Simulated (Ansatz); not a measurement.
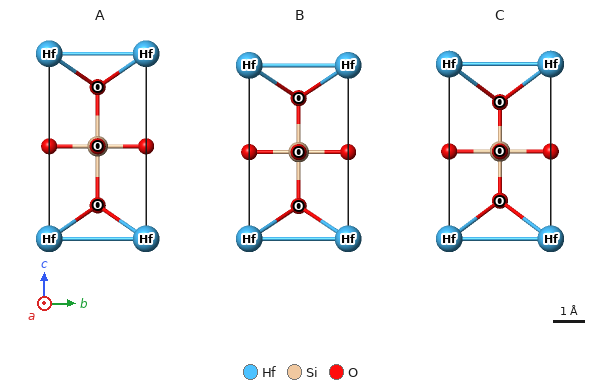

3 geometries from one relaxation of crystalline HfSiO$_{4}$ (built on the RbAlF4-123 type type), in shuffled order. A ball-and-stick model of the cell of the calculation, seen along the a axis.

Method: DFT, PBEsol, plane waves, PAW in Ansatz 0.2.0. Settings: plane-wave cutoff 420 eV; k-point mesh 6 × 6 × 4; occupations fermi dirac; smearing width 0.03 eV; no spin polarisation; cell and atoms relaxed; force threshold 0.01 eV/Å; at most 120 steps.

Question: Put them in the order of the run, from the start to the converged end.

Answer: C, B, A. They are steps 0, 2, 12, at +2.017 eV per cell of the calculation, +0.272 eV per cell of the calculation relative to the last. The largest moves relative to the cell, 0.23 Å, are those of O atoms. Hf and Si stay in place. The drawn cell changes as follows: a = b 3.339 → 3.187 Å (−4.6 %), c 5.744 → 6.085 Å (+5.9 %); the volume changes by −3.5 %. Among the contacts that change: O–Si 1.618 → 1.943 Å, Hf–O 2.674 → 2.508 Å, Hf–Hf 3.339 → 3.187 Å, O–Si 1.669 → 1.593 Å. Among the angles between lasting bonds that change: Hf–O–Hf 124.0° → 128.0°. The space group stays P4/mmm (No. 123). After 9 accepted moves (12 points after the start) the energy has fallen by 2.017 eV per cell of the calculation. Largest force component: 8.2 eV/Å at the start, under 0.0001 eV/Å at the end. Pressure: 0.55 GPa at the start and 0.00 GPa at the end. The SCF was repeated 3 times at an unchanged geometry on a basis and grid sized afresh for the cell, which shifted the energy by 6.5 meV per cell of the calculation at most.
